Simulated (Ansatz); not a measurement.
**Screening in CdS (Hawleyite)**

How strongly does CdS (Hawleyite) screen? Routes: perturbation theory, a sum over states and the RPA step of G0W0.

Method: linear response on PBE, plane waves, PAW, in Ansatz 0.2.0.

## 1. The starting structure

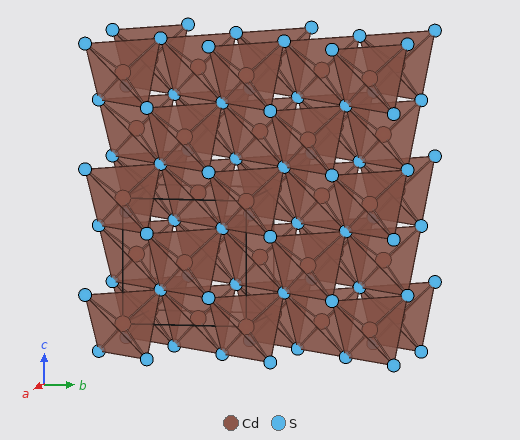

The cell as given, slightly off an axis (cadmium brown, sulfur blue). 1×2×2 cells are drawn. This picture shows the conventional cell, with its axes. Some periodic images of atoms are drawn too.

Coordinates:

```cif
data_structure
_symmetry_space_group_name_H-M 'F-43m'
_symmetry_Int_Tables_number 216
_cell_length_a 5.8330
_cell_length_b 5.8330
_cell_length_c 5.8330
_cell_angle_alpha 90.000
_cell_angle_beta 90.000
_cell_angle_gamma 90.000
_cell_volume 198.46
loop_
_atom_site_label
_atom_site_type_symbol
_atom_site_symmetry_multiplicity
_atom_site_Wyckoff_symbol
_atom_site_fract_x
_atom_site_fract_y
_atom_site_fract_z
_atom_site_occupancy
Cd1 Cd 4 a 0.00000 0.00000 0.00000 1
S1 S 4 d 0.25000 0.25000 0.75000 1
```

The cell and positions come from the Crystallography Open Database and are kept as given unless a step says otherwise.

## 2. Response to a homogeneous field

ε∞ sets how strongly the crystal screens. Perturbation theory gives it with local fields and without a sum over empty bands.

This step: dielectric response by perturbation theory, PBE, plane waves, PAW; PAW set soft_1.

Contents of input.yaml:

```yaml
crystal:
  lattice:
    - [0.0, 2.9165, 2.9165]
    - [2.9165, 0.0, 2.9165]
    - [2.9165, 2.9165, 0.0]
  atoms:
    - { symbol: Cd, position: [0.0, 0.0, 0.0] }
    - { symbol: S, position: [0.25, 0.25, 0.25] }
kpoints:
  mp_grid: { grid: [6, 6, 6] }
hamiltonian:
  xc: pbe
  pseudopotentials: { kind: paw, azcp: { folder: soft_1 } }
scf:
  occupations: { method: fixed }
dielectric: {}
```

Command:

```bash
$ ansatz run input.yaml --threads 3 --pin off --max-ram 92160MiB --backend cuda --events-out ev --progress --plain --runs-dir out --devices 1 --max-vram 13GiB
```

Numbers of over 12 decimals in the logs are rounded to 6 here.

What it wrote:

```text
GPUs: using 1 of 1 available (devices: 1).
Engine: ansatz 0.2.0, x86_64-unknown-linux-gnu
Pseudopotentials: kind: paw
Pseudopotential: Cd, paw, valence charge 20, recommended cutoff 420 eV (normal), soft_1/Cd.paw.azcp
Pseudopotential: S, paw, valence charge 6, recommended cutoff 420 eV (normal), soft_1/S.paw.azcp
Functional definition: PBE
  parameter kappa = 0.804
  parameter beta = 0.066725
  exchange = pbe_x(kappa = kappa, mu = beta*pi^2/3)
  correlation = pbe_c(beta = beta)
device memory: the entry about to start is reckoned to put 1.0 GiB on a device that reports 46.3 GiB free (of which the cap on the GPU budget leaves the run 13.0 GiB)
GPU FFT provider: cuFFT
GPU libraries: cuBLAS 13.8.2, cuFFT 12.4.0, cuSOLVER 12.3.4
Crystal: 2 atoms, lattice volume = 49.615 Å³
Basis set: ecut = 420 eV, 941 PW (Γ), exchange–correlation on 60×60×60 points (8 copies of the dense FFT grid, shifted against one another)
Bands: 17, of which v1, the nominal top of the filled ones, is band 13 counted from 1 (12 counted from 0)
Symmetry: 24 space group operations
k-points: 46 of 216 (irreducible under 4 space group operations, time reversal used)
Non-local potential: Cd, projectors of the file, l = 0: 3, l = 1: 2, l = 2: 2, l = 3: 1
Non-local potential: S, projectors of the file, l = 0: 2, l = 1: 2, l = 2: 1
PAW form: soft (Blöchl's): semilocal exchange-correlation on the pseudo side does not see the compensation charge
PAW one-centre angular grid: Cd, 590 points (default); XC on 64 Gauss nodes
PAW one-centre angular grid: S, 110 points (default); XC on 64 Gauss nodes
Initial density: superposition of atomic densities (chi_scale 0.1, normalization cell, long waves kept (reshape's long-wave potential 0.00 eV rms))
Initial wavefunctions: pseudopotential atomic-orbital guess
GPU buffer pool allocated for 27000 grid points (all kernels)
GPU transforms: local potential and band sums: pruned to the plane-wave sphere, on 27×27×27
Functional: x = pbe(κ = 0.804, μ = 0.219515), c = pbe(β = 0.066725)
SCF iter   1: F=—  HF=-9157.954251 eV  |F-HF|=—  |Δ(HF+E_count)|=         —  Δρ=2.85e-2  dr2=3.54e-1  ethr=3.10e-3  ⟨swp⟩=5.3  Hψ=3523  notcnv=0  defer=88
preconditioner: auto → none  [insulator: Δε(μ)=1.365 eV  Ē_g=12.601 eV  n_scr=14 (ndim 8)  ℏωp=22.4 eV  f_vac=0.063  ε∞_Penn≈4.2]
SCF iter   2: F=—  HF=-9157.874043 eV  |F-HF|=—  |Δ(HF+E_count)|=   8.02e-2  Δρ=1.18e-2  dr2=3.37e-2  ethr=1.36e-3  ⟨swp⟩=2.2  Hψ=1622  notcnv=0  defer=88
SCF iter   3: F=—  HF=-9157.875449 eV  |F-HF|=—  |Δ(HF+E_count)|=   1.41e-3  Δρ=4.94e-3  dr2=6.09e-3  ethr=1.29e-4  ⟨swp⟩=3.0  Hψ=1197  notcnv=0  defer=88
SCF iter   4: F=—  HF=-9157.876757 eV  |F-HF|=—  |Δ(HF+E_count)|=   1.31e-3  Δρ=8.11e-4  dr2=4.10e-4  ethr=2.34e-5  ⟨swp⟩=3.0  Hψ=1300  notcnv=0  defer=88
SCF iter   5: F=—  HF=-9157.876701 eV  |F-HF|=—  |Δ(HF+E_count)|=   5.57e-5  Δρ=2.16e-4  dr2=8.79e-6  ethr=1.58e-6  ⟨swp⟩=2.0  Hψ=1246  notcnv=0  defer=88
SCF iter   6: F=—  HF=-9157.876430 eV  |F-HF|=—  |Δ(HF+E_count)|=   2.71e-4  Δρ=3.66e-5  dr2=5.12e-7  ethr=3.38e-8  ⟨swp⟩=2.0  Hψ=1196  notcnv=0  defer=2
SCF iter   7: F=—  HF=-9157.876940 eV  |F-HF|=—  |Δ(HF+E_count)|=   5.10e-4  Δρ=5.48e-6  dr2=1.00e-8  ethr=1.97e-9  ⟨swp⟩=2.9  Hψ=1219  notcnv=0
SCF iter   8: F=—  HF=-9157.876940 eV  |F-HF|=—  |Δ(HF+E_count)|=   1.29e-8  Δρ=4.71e-7  dr2=1.23e-10  ethr=3.86e-11  ⟨swp⟩=2.0  Hψ=1198  notcnv=0
SCF iter   9: F=-9157.876940 eV  HF=-9157.876940 eV  |F-HF|=3.64e-12  |Δ(HF+E_count)|=  1.24e-10  Δρ=6.11e-8  dr2=1.79e-12  ethr=1.00e-12  ⟨swp⟩=5.1  Hψ=2835  notcnv=0
SCF 1 converged in 9 iterations: F = -9157.876940 eV  dr2 = 1.79e-12
  greatest PAW one-centre occupation: 1.000 electrons in one spin orbital (limit 2), on the Cd atom at site 0 (counted from 0), in its partial waves of l = 0
the response reads at least the filled bands of the reference SCF and the lowest empty band at each k-point, and that SCF's band table does not vouch for those bands. The notice of the band table in this run's record says why
device memory: the entry about to start is reckoned to put 0.3 GiB on a device that reports 43.7 GiB free (of which the cap on the GPU budget leaves the run 13.0 GiB)
NSCF: frozen V_eff on 1 k-points
device memory: the entry about to start is reckoned to put 0.3 GiB on a device that reports 43.6 GiB free (of which the cap on the GPU budget leaves the run 13.0 GiB)
NSCF: frozen V_eff on 1 k-points
device memory: the entry about to start is reckoned to put 0.1 GiB on a device that reports 44.8 GiB free (of which the cap on the GPU budget leaves the run 13.0 GiB)
device memory: the entry about to start is reckoned to put 0.8 GiB on a device that reports 42.5 GiB free (of which the cap on the GPU budget leaves the run 13.0 GiB)
DFPT response loops at Γ: preconditioner auto → none (the input reference at scf.mixing.eps_inf says where Resta's filter doesn't serve); β = 0.50; Broyden in place of MSR1
── the response to a field inside a basis, on 8×8×8 k-points: an SCF that follows is theirs, and a resumed run solves both again ──
device memory: the entry about to start is reckoned to put 0.2 GiB on a device that reports 39.9 GiB free (of which the cap on the GPU budget leaves the run 13.0 GiB)
GPU FFT provider: cuFFT
GPU libraries: cuBLAS 13.8.2, cuFFT 12.4.0, cuSOLVER 12.3.4
Bands: 14, of which v1, the nominal top of the filled ones, is band 13 counted from 1 (12 counted from 0)
k-points: 60
Initial density: handed on by an earlier stage of this run
Initial wavefunctions: pseudopotential atomic-orbital guess (no wavefunctions were taken with the density)
GPU buffer pool allocated for 27000 grid points (all kernels)
GPU transforms: band sums: pruned to the plane-wave sphere, on 27×27×27
Eigensolver: Dense (60 Hₖ)
SCF iter   1: F=—  HF=-9157.876981 eV  |F-HF|=—  |Δ(HF+E_count)|=         —  Δρ=2.61e-4  dr2=1.44e-5  ethr=1.00e-1
preconditioner: auto → none  [insulator: Δε(μ)=1.236 eV  Ē_g=10.047 eV  n_scr=14 (ndim 8)  ℏωp=22.4 eV  f_vac=0.127  ε∞_Penn≈6.0]
SCF iter   2: F=—  HF=-9157.876982 eV  |F-HF|=—  |Δ(HF+E_count)|=   6.56e-7  Δρ=1.18e-4  dr2=1.53e-6  ethr=5.54e-8
SCF iter   3: F=—  HF=-9157.876984 eV  |F-HF|=—  |Δ(HF+E_count)|=   1.83e-6  Δρ=4.63e-5  dr2=2.19e-7  ethr=5.89e-9
SCF iter   4: F=-9157.876984 eV  HF=-9157.876984 eV  |F-HF|=3.95e-9  |Δ(HF+E_count)|=   4.42e-7  Δρ=4.59e-6  dr2=9.51e-9  ethr=8.41e-10
SCF 1 converged in 4 iterations: F = -9157.876984 eV  dr2 = 9.51e-9
device memory: the entry about to start is reckoned to put 0.1 GiB on a device that reports 46.5 GiB free (of which the cap on the GPU budget leaves the run 13.0 GiB)
device memory: the entry about to start is reckoned to put 0.4 GiB on a device that reports 51.0 GiB free (of which the cap on the GPU budget leaves the run 12.9 GiB)
DFPT response loops at Γ: mixed as the last ones told, above
SCF converged after 9 iterations
Free energy (F): -9157.876940 eV
Harris-Foulkes:  -9157.876940 eV  (|F-HF|=3.64e-12)
Internal energy: -9157.876940 eV  (E = F + TS)
E sigma→0 (E₀):  -9157.876940 eV
Fermi energy:    6.912013 eV
--- Per-component energies (eV) ---
  E_band       = -506.645921
  E_kinetic    = 546.390473
  E_local      = -4038.903784  (includes V_loc(G=0)·N_el)
  E_nonlocal   = 154.532076
  E_hartree    = 1838.360255
  E_xc         = -245.811739
  E_vxc        = -279.211384  (∫ρ·V_xc dr)
  E_paw        = -4707.463262  (= ΣΔE_a)
  E_vpaw       = -566.174150  (= ΣTr[D̂ρ^β])
  E_aug_tail   = 0.000342  (compensation charges beyond the density's cutoff)
  E_ewald      = -2704.981299
  E_smearing   = -0.000000  (= −TS)
  E_closure    = -0.000000  (closes the sum)
  Σ components = -9157.876940   (vs F -9157.876940, Δ=0.00e0)
--- Band table (eV; the first three rows and the last of 46) ---
  k-point 0: bands = [... 9 lower, -0.3312, 6.9120, 6.9120, 6.9120, 8.0555, 13.4384, 13.4384, 13.4384]
  k-point 1: bands = [... 9 lower, -0.3320, 5.4052, 6.7073, 6.7073, 9.2176, 13.0980, 13.7536, 13.7536]
  k-point 2: bands = [... 9 lower, -0.3146, 3.5109, 6.3344, 6.3344, 9.8873, 13.6226, 13.9811, 13.9811]
  k-point 45: bands = [... 9 lower, 0.2250, 2.9420, 4.6154, 5.3652, 11.8242, 12.5071, 13.9594, 15.7018]
--- Dielectric response (ions clamped): 3 representative field directions + reference, inside a basis on a mesh of 512 k-points (Σ response iterations 15) ---
  ε∞ (high-frequency dielectric tensor):
        6.152798     0.000000     0.000000
        0.000000     6.152798     0.000000
        0.000000     0.000000     6.152798
  Born effective charges Z* (e; rows j = field, columns β = displacement):
    site 0:
         2.17543   -0.00000    0.00000
        -0.00000    2.17543    0.00000
         0.00000    0.00000    2.17543
    site 1:
        -2.17543    0.00000   -0.00000
         0.00000   -2.17543   -0.00000
        -0.00000   -0.00000   -2.17543
  Z* charge neutrality: 5.638e-4 e pre-enforcement
  solved inside a basis spanned on kpoints, on 8×8×8 k-points transformed towards the longest dipole: ε∞ is read to err by 1.6e-2, Z* by 2.1e-2 e (field_mesh: kpoints solves on kpoints); Z* is corrected for what the basis lacks
```

It took 20 s on 1 × NVIDIA H100 80GB HBM3 (shared by 6 runs) with 3 threads of AMD EPYC 7R13 (Zen 3), shared host; peak memory 1.2 GiB.

Numbers from this step:

| Property | Result |
| --- | --- |
| stated error of ε∞ | 0.016 |

One over ε∞ averages 0.16, under the quarter of exact exchange in PBE0, which by this rule of thumb may open the gap too far.

High-frequency dielectric tensor:

```
6.15 0.00 0.00
0.00 6.15 0.00
0.00 0.00 6.15
```

Born effective charge (e), principal values of the symmetric part by kind of site:

```csv
atom,atoms with these values,low,middle,high,mean
Cd1,1,2.18,2.18,2.18,2.18
S2,1,-2.18,-2.18,-2.18,-2.18
```

In full for S2:

```
-2.18  0.00  0.00
 0.00 -2.18  0.00
 0.00  0.00 -2.18
```

## 3. Independent-particle spectrum

The independent-particle spectrum shows where the oscillator strength lies, before excitons and local fields.

This step: independent-particle optics on PBE, plane waves, PAW; PAW set soft_1.

input.yaml, the sections that differ from step 2:

```yaml
kpoints:
  mp_grid: { grid: [8, 8, 8] }
scf:
  occupations: { method: fixed }
  n_extra_bands: 34
output:
  optics: { e_range: [0, 25], de: 0.1, sigma: 0.2 }
# crystal, hamiltonian: as in step 2
# dielectric: removed
```

What it wrote:

```text
[...]
GPUs: using 1 of 1 available (devices: 1).
[...]
GPU FFT provider: cuFFT
GPU libraries: cuBLAS 13.8.2, cuFFT 12.4.0, cuSOLVER 12.3.4
Crystal: 2 atoms, lattice volume = 49.615 Å³
Basis set: ecut = 420 eV, 941 PW (Γ)
Bands: 47, of which v1, the nominal top of the filled ones, is band 13 counted from 1 (12 counted from 0)
[... 1 set-up line as in the run before ...]
[...]
k-points: 29 of 512 (time reversal used)
[...]
GPU buffer pool allocated for 27000 grid points (all kernels)
[...]
SCF iter   1: F=—  HF=-9157.957390 eV  |F-HF|=—  |Δ(HF+E_count)|=         —  Δρ=2.84e-2  dr2=3.50e-1  ethr=3.10e-3  ⟨swp⟩=3.4  Hψ=4684  notcnv=0  defer=919
[...]
SCF iter   9: F=-9157.879110 eV  HF=-9157.879110 eV  |F-HF|=3.64e-12  |Δ(HF+E_count)|=  2.47e-10  Δρ=9.49e-8  dr2=3.35e-12  ethr=1.00e-12  ⟨swp⟩=10.9  Hψ=9863  notcnv=0
SCF 1 converged in 9 iterations: F = -9157.879110 eV  dr2 = 3.35e-12
[...]
Optics k sum: 0 of 29 k-points
Optics k sum: 2 of 29 k-points
[...]
Optics k sum: 29 of 29 k-points
[...]
SCF converged after 9 iterations
Free energy (F): -9157.879110 eV
[...]
Internal energy: -9157.879110 eV  (E = F + TS)
E sigma→0 (E₀):  -9157.879110 eV
Fermi energy:    6.909799 eV
[...]
--- Band table (eV; the first three rows and the last of 29) ---
  k-point 0: bands = [... 9 lower, -0.3312, 6.9098, 6.9098, 6.9098, 8.0543, 13.4377, 13.4377, 13.4377, ... 30 higher]
  k-point 1: bands = [... 9 lower, -0.3322, 5.8886, 6.7881, 6.7881, 8.8902, 13.1781, 13.6353, 13.6353, ... 30 higher]
  k-point 2: bands = [... 9 lower, -0.3269, 4.4208, 6.5137, 6.5137, 9.6890, 13.1827, 13.9401, 13.9401, ... 30 higher]
  k-point 28: bands = [... 9 lower, 0.2989, 3.0136, 4.6470, 4.7254, 12.3333, 12.3386, 14.1350, 14.9422, ... 30 higher]
```

Wall time 15 s (1 × NVIDIA H100 80GB HBM3 (shared by 6 runs) with 3 threads); peak memory 1.2 GiB.

Numbers from this step:

| Property | Result |
| --- | --- |
| ε∞ without local fields (xx, yy, zz) | 6.516, 6.516, 6.516 |
| electrons in the f-sum (xx, yy, zz) | 15.97, 15.97, 15.97 |
| bands in the explicit sum (the static value is completed to all bands) | 47 |

The sum gives ε∞ = 6.52 without local fields.

The ε₂, xx=yy=zz has structure finer than the step of the table below, so its rows give means over 1 eV, whole bins alone (the curve runs from 0 to 25 eV). Peaks (eV: height): 3.9: 5.45, 5.8: 9.43, 7.7: 7.98.

Independent particles, no local fields, Gaussian width 0.2 eV. ε₂, xx=yy=zz against photon energy; means over each step:

```csv
photon energy (eV),"ε₂, xx=yy=zz"
1,0.336
2,1.56
3,2.35
4,4.84
5,4.89
6,8.45
7,7.20
8,6.24
9,2.62
10,1.69
11,1.69
12,1.34
13,0.944
14,0.998
15,0.761
16,0.617
17,0.525
18,0.403
19,0.476
20,0.582
21,0.410
22,0.333
23,0.339
24,0.331
```

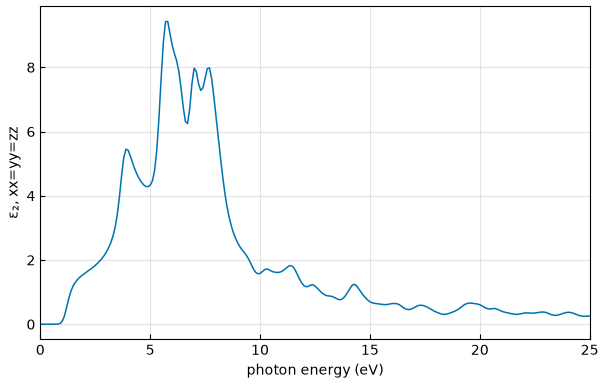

ε₂, xx=yy=zz, plotted against photon energy.

The loss function, xx=yy=zz has structure finer than the step of the table below, so its rows give means over 1 eV, whole bins alone (the curve runs from 0 to 25 eV). Peaks (eV: height): 13.6: 1.30, 16.6: 1.74, 17.8: 1.57, 20.2: 1.15.

Independent particles, no local fields, Gaussian width 0.2 eV. The loss function, xx=yy=zz by photon energy; means over each step:

```csv
photon energy (eV),"loss function, xx=yy=zz"
1,0.00606
2,0.0296
3,0.0379
4,0.0730
5,0.0750
6,0.102
7,0.133
8,0.135
9,0.245
10,0.465
11,0.560
12,0.666
13,1.01
14,0.995
15,1.33
16,1.50
17,1.39
18,1.32
19,0.697
20,1.02
21,1.04
22,0.703
23,0.667
24,0.589
```

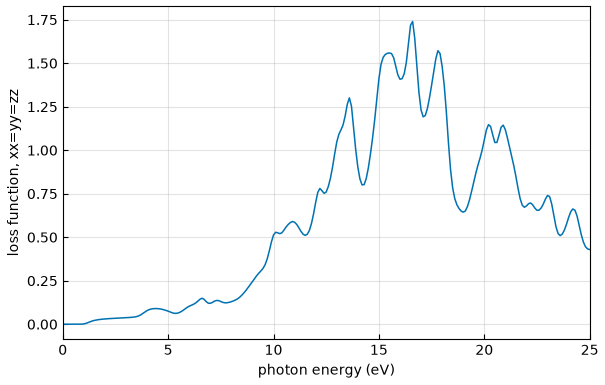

Loss function, xx=yy=zz against photon energy.

Independent particles, no local fields, Gaussian width 0.2 eV. The ε₁, xx=yy=zz by photon energy:

```csv
photon energy (eV),"ε₁, xx=yy=zz"
0,6.47
2,7.02
4,6.31
6,2.92
8,-2.87
10,-0.763
12,-0.524
14,0.317
16,0.209
18,0.334
20,0.452
22,0.623
24,0.684
```

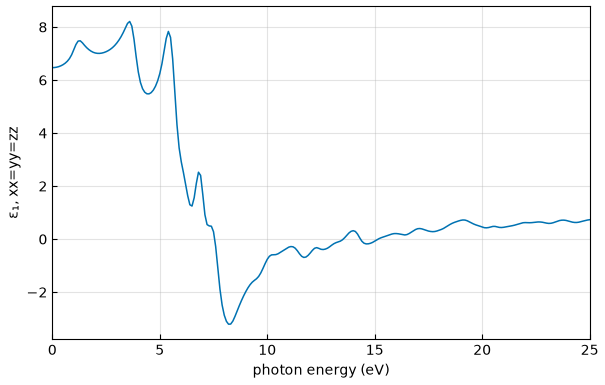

ε₁, xx=yy=zz, plotted against photon energy.

## 4. RPA screening from the G0W0 run

Now the one-shot GW correction: screening in the RPA, then the self-energy of the levels asked for. This step takes PAW set soft_1 files.

This step: G0W0 on PBE, plane waves, PAW; PAW set soft_1.

input.yaml, the sections that differ from step 3:

```yaml
kpoints:
  mp_grid: { grid: [4, 4, 4] }
scf:
  occupations: { method: fixed }
gw:
  n_empty_bands: 318
  ecut_chi: 200.0
  qp_bands: [v2, c2]
  qp_kpoints: band_edges
  screening: { model: contour_deformation }
# crystal, hamiltonian: as in step 3
# output: removed
```

What it wrote:

```text
GPUs: using 1 of 1 available (devices: 1).
[...]
GPU FFT provider: cuFFT
GPU libraries: cuBLAS 13.8.2, cuFFT 12.4.0, cuSOLVER 12.3.4
Crystal: 2 atoms, lattice volume = 49.615 Å³
Basis set: ecut = 420 eV, 941 PW (Γ)
Bands: 17, of which v1, the nominal top of the filled ones, is band 13 counted from 1 (12 counted from 0)
[... 1 set-up line as in the run before ...]
[...]
k-points: 8 of 64 (time reversal used)
[...]
1    15     13.1967    -6.9756    -4.6305   -11.7346  0.7397    13.3260    13.3252  root
[...]
7    12      4.6649   -17.0538     2.6520   -13.5795  0.7068     3.7781     3.8426  root
     7    13      4.7431   -19.0587     2.8891   -15.3344  0.7081     3.8408     3.9079  root
     7    14     12.3472    -9.7616    -5.0315   -15.1687  0.7270    12.7310    12.7229  root
     7    15     12.3512    -7.3282    -4.1200   -11.4831  0.7505    12.3861    12.3861  root
[key lines of the parts left out:]
SCF converged after 7 iterations
Free energy (F): -9157.846062 eV
Fermi energy:    6.932550 eV
```

It took 12 s on 1 × NVIDIA H100 80GB HBM3 (shared by 6 runs) with 3 threads; peak memory 1.2 GiB.

Numbers from this step:

```
bands summed                                 : 331
RPA ε∞ on this mesh (eigenvalues)            : 10.74, 10.74, 10.74
plane waves in the screening matrix          : 331
G0W0 gap on the mesh                         : 1.848 eV
k of the valence top                         : 0, 0, 0
k of the conduction bottom                   : 0, 0, 0
starting gap on the mesh                     : 1.133 eV
least direct G0W0 gap on the computed points : 1.848 eV
```

The gap on the mesh goes from 1.13 eV to 1.85 eV, a correction of +0.71 eV. Between the two edge states, bare exchange in place of the xc potential would open the gap by 6.90 eV, and correlation takes back 6.18 eV.

Mean over the mesh in bins of 0.25 1/Å. Table of static inverse dielectric function, diagonal by length of q+G:

```csv
length of q+G (Å⁻¹),"static inverse dielectric function, diagonal"
0.50,0.257
1.23,0.450
2.00,0.653
2.73,0.782
3.53,0.870
4.25,0.921
5.00,0.953
5.76,0.971
6.50,0.982
7.20,0.989
```

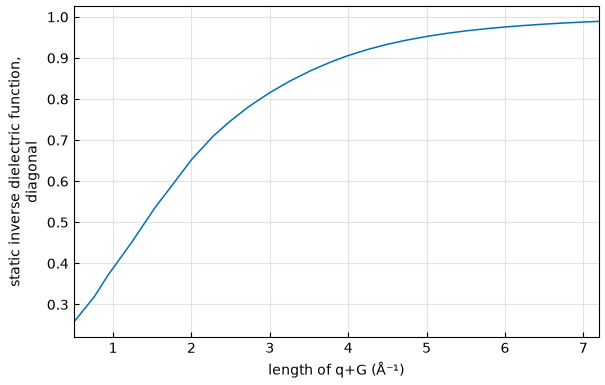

Static inverse dielectric function, diagonal, plotted against length of q+G.

## 5. The values together

Times are wall times on 1 × NVIDIA H100 80GB HBM3 (shared by 6 runs) with 3 threads of AMD EPYC 7R13 (Zen 3), shared host, good to a factor of about two.

```csv
method,mesh,"ε∞, low",middle,high,mean,time
perturbation theory (local fields and xc kernel),6×6×6 (response on 512 points),6.15,6.15,6.15,6.15,20 s
sum over states (no local fields),8×8×8,6.52,6.52,6.52,6.52,15 s
"RPA with local fields, on the GW mesh",4×4×4,10.74,10.74,10.74,10.74,12 s
```

## 6. Results

```
perturbation theory (local fields and xc kernel) : 6.15, 6.15, 6.15
sum over states (no local fields)                : 6.52, 6.52, 6.52
RPA with local fields, on the GW mesh            : 10.74, 10.74, 10.74
```

What this shows: Mean Born effective charge: Cd1 2.18, S2 -2.18 e. Distinct peaks of the ε₂, xx=yy=zz stand at 3.9, 5.8 and 7.7 eV; the one at 5.8 eV is strongest. The most distinct maxima of the loss function, xx=yy=zz lie at 13.6, 16.6, 17.8 and 20.2 eV, the highest at 16.6 eV. The sum without local fields gives 6.52 in the mean against 6.15 by perturbation theory; local fields lower ε∞ and the xc kernel gives part of it back, though the sum also carries the error of its own mesh. The RPA values on the 4×4×4 mesh average 1.75 times those of perturbation theory (means 10.74 and 6.15). Without the xc kernel RPA should lie a little lower; it lies higher here. Perturbation theory sums its response on a denser mesh of its own, so the coarser sum of the GW run is the likely cause. PBE usually puts the gap too low, which tends to raise ε∞. Ions are clamped, so the lattice part of the static constant is not in these numbers.

[Paths, hosts, dates, memory and timing lines, banners, echoed tables and standing remarks are left out of the program output.]

[Logs are printed without paths, hosts, clocks, repeated set-up lines and the standing remarks that a program may print on its own settings, such as how far it seeks lower states.]

[Runs of the session that timed out or met a known fault of the program may be left out.]

[Cells called generated may have been cut or substituted from an entry of the Crystallography Open Database or the Materials Project.]

[Hosts, paths, dates, database ids (printed as entryN), source tags and the programs' standing remarks are cut or masked in the printed files.]
